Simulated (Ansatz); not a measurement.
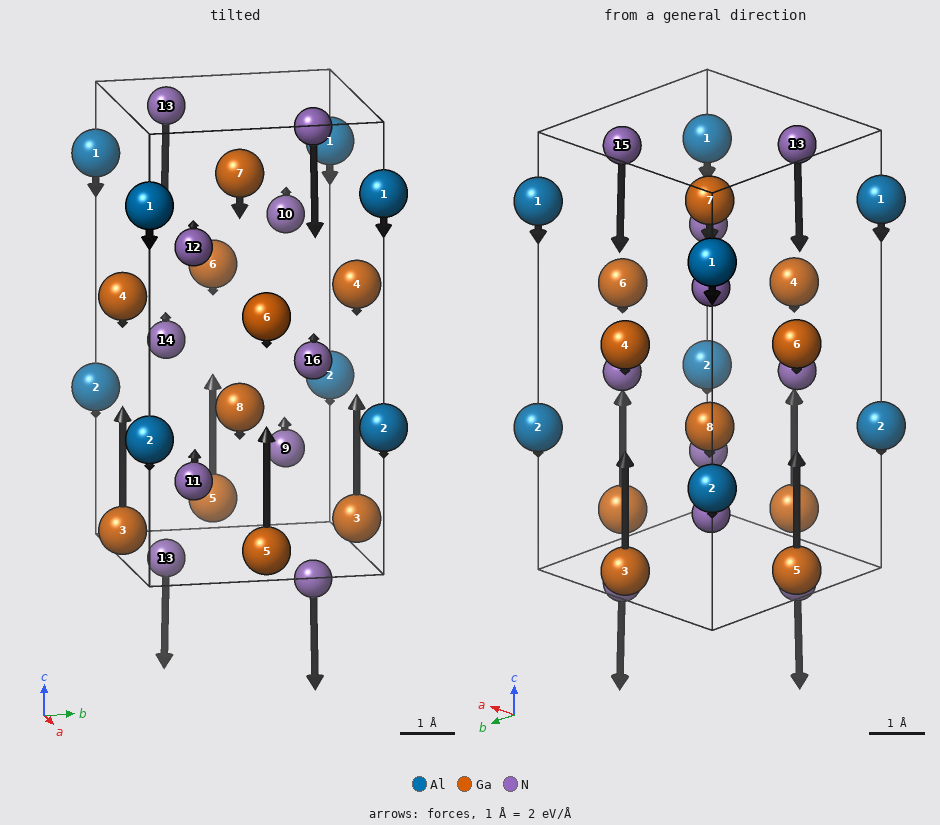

Crystal structure, spheres-only style, seen slightly off an axis and from a general direction. Atoms at the boundary of the simulation cell (the box) are drawn once for each face, edge or corner they touch. The arrows are the computed forces on the atoms.

System: AlGa$_{3}$N$_{4}$. Level of theory and settings: DFT PBEsol, scalar-relativistic, plane waves, PAW in Ansatz 0.2.0, an energy cutoff of 420 eV, a 6×6×3 k-point grid, Gaussian smearing of 0.05 eV, no spin polarisation.

Would an optimiser stop at this geometry?

No. The atoms still feel forces of up to about 3.9 eV/Å, far above a usual threshold of 0.01 to 0.03 eV/Å.

The cell started as a structure listed in the Materials Project. The cell was then strained or its atoms displaced on purpose. Ansatz was used for an electronic-structure calculation on it.
